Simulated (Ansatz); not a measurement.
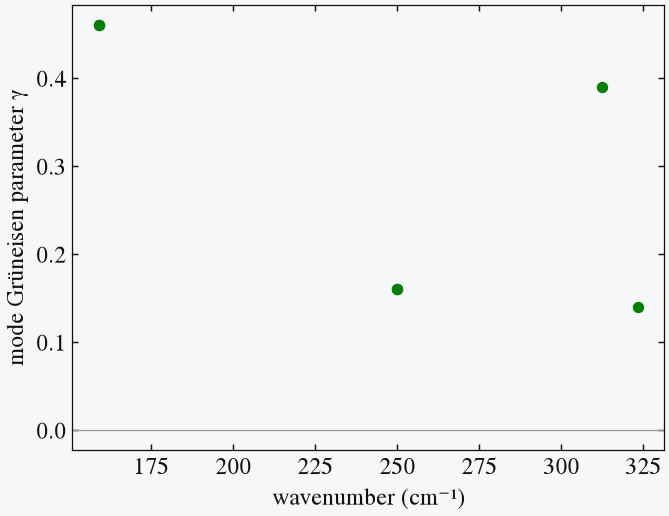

The plot gives the computed mode Grüneisen parameters against frequency.

How it was computed, with Ansatz 0.2.0: mode Grüneisen parameters, minus d ln(frequency) over d ln(volume), from cells at 0.98 and 1.02 times the rest volume with shape and atoms relaxed, modes matched by rank; plane waves with PAW datasets, Γ-centred k mesh. Level: PBEsol, no spin polarisation.

> For which of these solids was it computed?
A. Cu, I4/mmm (No. 139), 11.4 Å³/atom
B. AlGa₃N₄, P-43m (No. 215), 11.1 Å³/atom
C. ZrS₂, P-3m1 (No. 164), 22.4 Å³/atom

C, ZrS₂: modes from 159.2 to 323.2 cm⁻¹. The others give: Cu, modes from 46.0 to 263.0 cm⁻¹; AlGa₃N₄, modes from 188.5 to 691.6 cm⁻¹.

For AlGa₃N₄, limits of the calculation: field response not converged on the k mesh.

For Cu, limits of the calculation: levels loosely converged; metal sensitive to the k mesh; vibrations at or below zero.

For ZrS₂, limits of the calculation: a crossing between the sampled k points may be missed.
